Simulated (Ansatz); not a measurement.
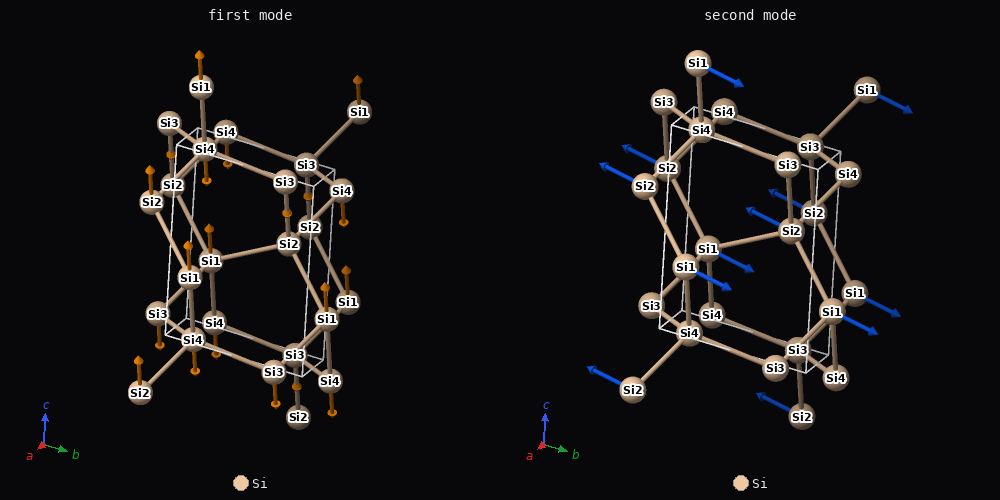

The system is Si (I4/mmm, No. 139; 4 atoms in the cell); the picture shows the reference structure; its two panels give the patterns of the first and the second mode as arrows. The energy is mapped over two normal modes frozen in (zone-centre modes of the 4-atom cell of this scan). First axis: amplitude of mode 7 (388 cm⁻¹), largest displacement. Second axis: amplitude of mode 10 (482 cm⁻¹), largest displacement. Nothing is relaxed (the cell and all other modes fixed). Grid: 7 × 7 points; 16 points were computed and 33 follow by symmetry. Points are written as (first, second). Energies: meV per cell, counted from the lowest grid point. The calculation used DFT PBE, scalar-relativistic, plane waves, PAW in Ansatz 0.2.0. Settings: cutoff 420 eV, k-mesh 10×10×10, gaussian smearing 0.05 eV, no spin polarisation.

Its coordinates:

```yaml
crystal:
  lattice:
    - [-3.34558, 3.34558, 1.93042]
    - [3.34558, -3.34558, 1.93042]
    - [3.34558, 3.34558, -1.93042]
  atoms:
    - { symbol: Si, position: [0.17861, 0.17861, 0.35722] }
    - { symbol: Si, position: [0.82139, 0.82139, 0.64278] }
    - { symbol: Si, position: [0.17861, 0.82139, 0.00000] }
    - { symbol: Si, position: [0.82139, 0.17861, 0.00000] }
```

The input of one point:

```yaml
crystal:
  lattice:
    - [-3.3455832176, 3.3455832176, 1.9304179803]
    - [3.3455832176, -3.3455832176, 1.9304179803]
    - [3.3455832176, 3.3455832176, -1.9304179803]
  atoms:
    - { symbol: Si, position: [0.1786105076, 0.1786105076, 0.3572210153] }
    - { symbol: Si, position: [0.8213894924, 0.8213894924, 0.6427789847] }
    - { symbol: Si, position: [0.1786105076, 0.8213894924, 0.0] }
    - { symbol: Si, position: [0.8213894924, 0.1786105076, 0.0] }
basis:
  ecutwfc: 420
kpoints:
  mp_grid: { grid: [10, 10, 10] }
hamiltonian:
  xc: pbe
  pseudopotentials: { kind: paw, azcp: { folder: soft_1 } }
scf:
  occupations: { method: gaussian, width: 0.05 }
output:
  forces: true
  stress: true
  eigenvalues: true
```

Range: amplitude of mode 7 (388 cm⁻¹), largest displacement from −0.06 to 0.06 Å; amplitude of mode 10 (482 cm⁻¹), largest displacement from −0.06 to 0.06 Å.

> What will the energy surface look like?

The lowest grid point is at (0.00 Å, 0.00 Å). No other kind of well shows on this grid. The highest grid point, (−0.06 Å, −0.06 Å), lies 200 meV above the lowest.

| second ↓, first → | −0.06 | −0.04 | −0.02 | 0.00 | 0.02 | 0.04 | 0.06 |
| --- | --- | --- | --- | --- | --- | --- | --- |
| 0.06 | 200 | 137 | 99 | 87 | 99 | 137 | 200 |
| 0.04 | 152 | 88 | 51 | 38 | 51 | 88 | 152 |
| 0.02 | 123 | 60 | 22 | 10 | 22 | 60 | 123 |
| 0.00 | 114 | 50 | 12 | 0 | 12 | 50 | 114 |
| −0.02 | 123 | 60 | 22 | 10 | 22 | 60 | 123 |
| −0.04 | 152 | 88 | 51 | 38 | 51 | 88 | 152 |
| −0.06 | 200 | 137 | 99 | 87 | 99 | 137 | 200 |

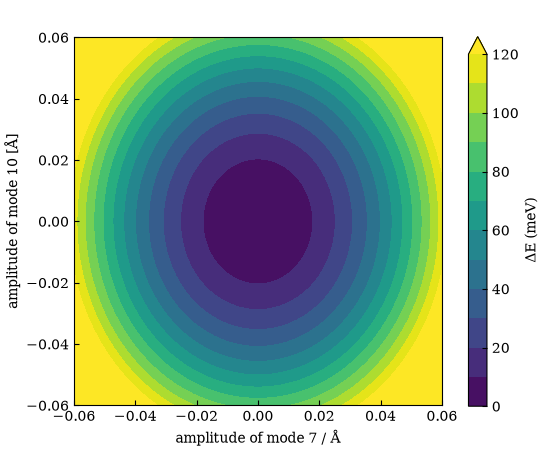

The picture shows filled contours, one colour for all values above the top of the scale. Between grid points the surface is interpolated.

Each point was launched as `ansatz run input.yaml --threads 1 --pin off --max-ram 2048MiB --backend cpu --events-out ev --progress --plain --runs-dir out`. Time for the 16 points that were run: 7.7 min on 1 thread of Intel(R) Xeon(R) Platinum 8488C (Sapphire Rapids), on a shared host.
